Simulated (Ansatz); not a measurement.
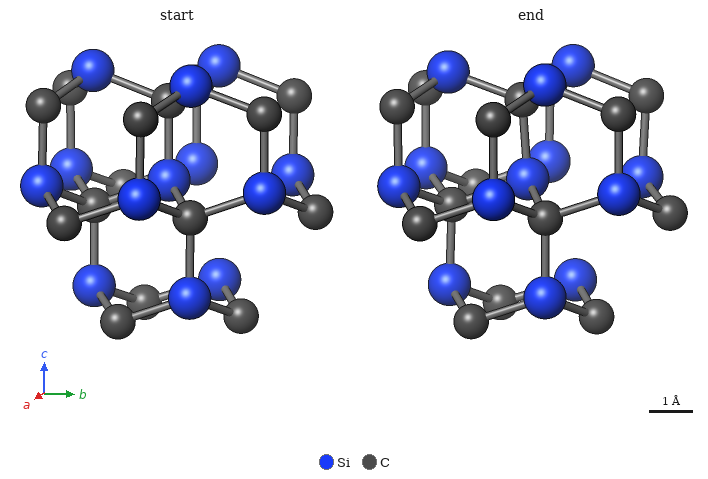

The structure of a defect cell of composition Si₁₂₈C₁₂₇ before (left) and after (right) a relaxation, at one scale.

The picture is a ball-and-stick view of the atoms within 4.2 Å of the atom that moves most (axes of the cell of the calculation), seen slightly off an axis.

Computed with Ansatz, DFT, PBEsol, PAW, plane waves. (k-point mesh 1 × 1 × 1; mesh shifted by (0.25, 0.25, 0.25); atoms relaxed in a fixed cell; force threshold 0.03 eV/Å; at most 80 steps)

Q: Summarise the run.

A: The relaxation stopped without meeting its thresholds, so the last structure isn't shown to be converged. The energy falls by 3.738 eV per cell of the calculation in 4 geometry steps. The largest force component goes from 1.9 to 0.061 eV/Å. The largest moves, 0.13 Å, are those of Si atoms. Largest moves by element: Si 0.13 Å, C 0.08 Å. The lattice vectors keep their values. Some distances before and after: C–Si 1.940 → 1.879 Å, C–Si 1.861 → 1.915 Å, C–Si 1.850 → 1.893 Å, C–Si 1.841 → 1.882 Å. Among the angles between lasting bonds that change: Si–C–Si 110.9° → 105.4°, C–Si–C 109.1° → 104.7°, C–Si–C 109.7° → 106.6°. The program noted that the starting moments weren't kept. Cost: 120 s on 1 × NVIDIA GB200 with 8 threads of Arm Neoverse-V2.
